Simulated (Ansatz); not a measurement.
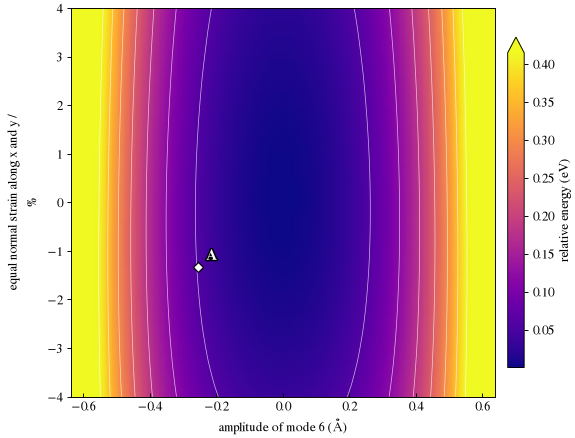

KI (Fm-3m, No. 225; 2 atoms in the cell). The energy is mapped over a normal mode and a strain (zone-centre modes of the 2-atom cell of this scan) (x, y and z along the cube axes). The first coordinate is: amplitude of mode 6 (89 cm⁻¹), largest displacement in the unstrained cell; the second: equal normal strain along x and y. Nothing is relaxed (the pattern is fixed in fractional coordinates). Grid: 11 × 7 points; 42 points were computed and 35 follow by symmetry. Points are written as (first, second). Energies are in eV per cell, from the lowest grid point. All numbers below come from DFT PBE, scalar-relativistic, plane waves, PAW in Ansatz 0.2.0. Settings: cutoff 420 eV, k-mesh 6×6×6, gaussian smearing 0.05 eV, no spin polarisation.

Drawn: a smooth colour map with a few white contour lines, one colour for all values above the top of the scale, the point A. Between grid points the surface is interpolated.

Question: Which way does the force act at A, and how strong is it?

Answer: A, at (−0.255 Å, −1.33 %), is not a stationary point. The computed force is 0.49 eV for each Å towards larger values of the first coordinate and 0.004 eV for each 1 % towards larger values of the second coordinate.
